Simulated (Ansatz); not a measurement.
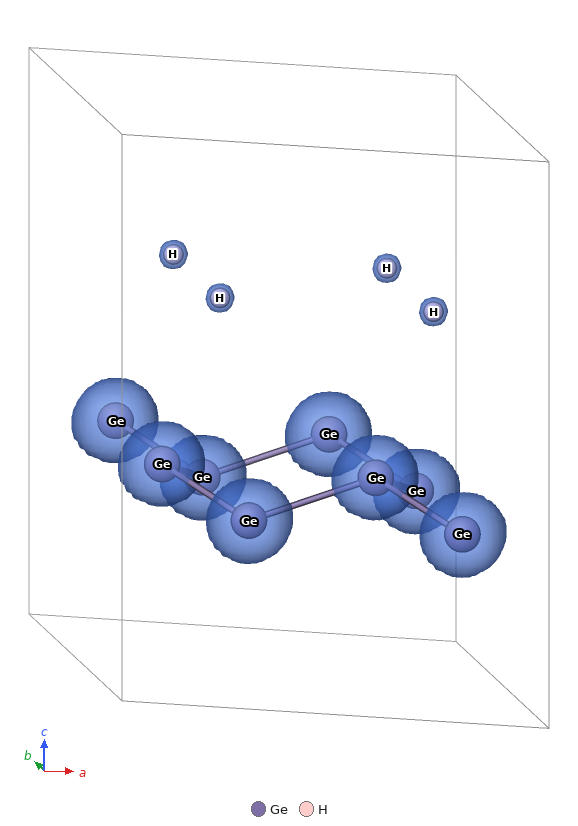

Ge2H (slab). Isosurface of the valence charge density (pseudo) at 0.8 e/Å³ (blue), seen slightly off an axis. Sticks mark near contacts.

A point of a scan over the structure, not its minimum; PAW files of the earlier set (soft_1); spin-polarised.

Theory: DFT PBE+D3(BJ), scalar-relativistic, plane waves, PAW in Ansatz.

In a PAW calculation such maps are meaningful between the atoms, not at the nuclei.

```cif
data_structure
_symmetry_space_group_name_H-M 'P 1'
_symmetry_Int_Tables_number 1
_cell_length_a 4.0227
_cell_length_b 4.0227
_cell_length_c 17.6843
_cell_angle_alpha 90.000
_cell_angle_beta 90.000
_cell_angle_gamma 120.000
_cell_volume 247.83
loop_
_atom_site_label
_atom_site_type_symbol
_atom_site_fract_x
_atom_site_fract_y
_atom_site_fract_z
_atom_site_occupancy
Ge1 Ge 0.33333 0.66667 0.26488 1
Ge2 Ge 0.66667 0.33333 0.22619 1
H1 H 0.55556 0.44444 0.44979 1
```

**How is the density connected at this value?**

At this value the density breaks into separate islands; it holds about 70 % of the electrons treated as valence (semicore included). It bridges none of the near contacts. It is pinched off along the sampled Ge–Ge (2.42 Å) and Ge–H (3.62 Å) contacts. On the grid the lowest density along these lines, outside the cores, is 0.52 e/Å³ (Ge–Ge, 2.42 Å) and 0.02 e/Å³ (Ge–H, 3.62 Å).

**Which magnetic arrangement did the calculation end in?**

A single local moment; site moments H: +0.9 μB in one cell of 3 atoms.
